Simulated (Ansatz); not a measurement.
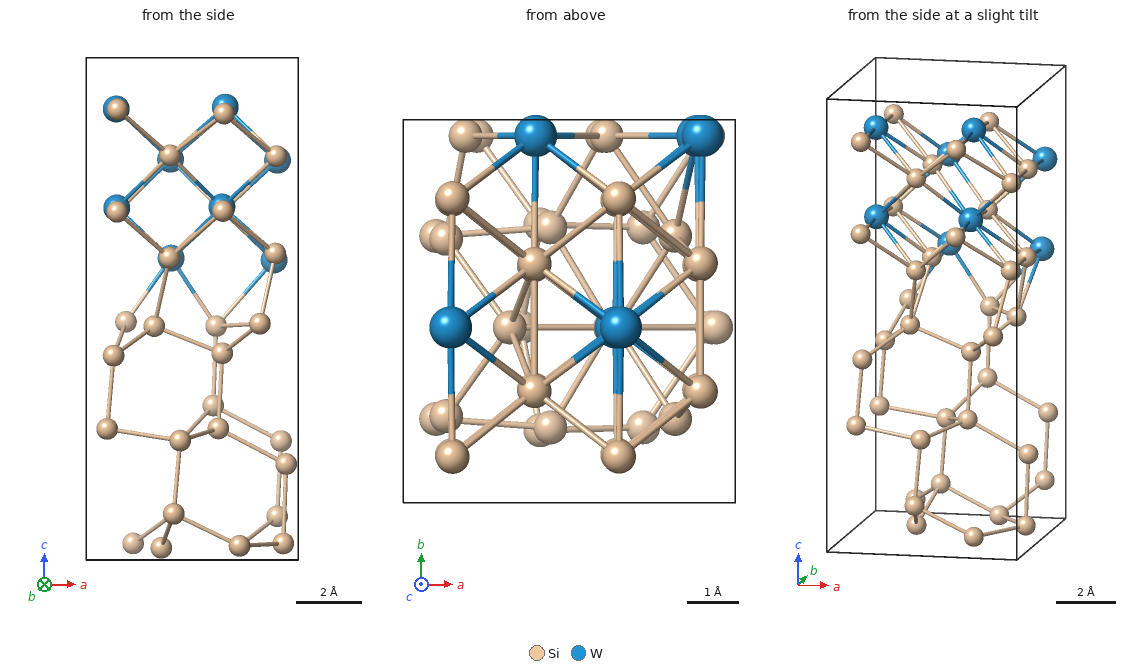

A ball-and-stick picture of a periodic stack of two materials, seen from the side, from above and from the side at a slight tilt; the box is the simulation cell in a reduced setting, and 1×1 cells are drawn in the plane (a layer on the cell's face shows at both ends).

### What are the two materials, and along which planes are they stacked?

Si (1 1 1) (Fd-3m, 24 atoms) and Si2W (1 0 0) (I4/mmm, 24 atoms).

### Give the in-plane cell and the period of the stack.

The in-plane vectors are 6.62 and 7.64 Å long, those of Si, to which Si2W is strained; the stack repeats after 15.7 Å.

The atoms and the stacking vector were relaxed with DFT LDA, scalar-relativistic, plane waves, PAW in Ansatz, the in-plane cell held. The two parents, named as they started, are listed structures, not always the stable forms, and thin layers can change their stacking on relaxation.
